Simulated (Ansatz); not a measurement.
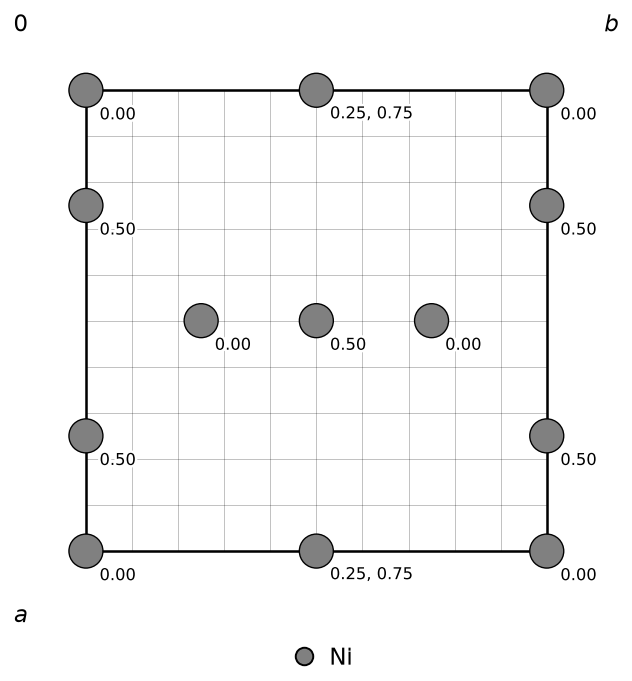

Plan of a unit cell projected along c (a down the page, b across); the numbers are heights as fractions of c, and atoms on the cell's edges are repeated. The grid marks tenths of a and b. Source: the input geometry of an electronic-structure calculation (not necessarily at equilibrium); the starting structure was generated, so it need not be a known form of this composition. Symmetry computed with spglib at a tolerance of 0.002 Å; standard conventional cell.

a = 4.391 Å, b = 4.391 Å, c = 4.391 Å, α = 90.00°, β = 90.00°, γ = 90.00°.

Question: What does the cell contain?

Answer: 8 Ni: Ni, Z = 8.

Question: Give the fractional coordinates of all atoms, to two places.

Answer:
| atom | x | y | z |
| --- | --- | --- | --- |
| Ni | 0.00 | 0.00 | 0.00 |
| Ni | 0.50 | 0.50 | 0.50 |
| Ni | 0.25 | 0.00 | 0.50 |
| Ni | 0.75 | 0.00 | 0.50 |
| Ni | 0.50 | 0.25 | 0.00 |
| Ni | 0.50 | 0.75 | 0.00 |
| Ni | 0.00 | 0.50 | 0.25 |
| Ni | 0.00 | 0.50 | 0.75 |
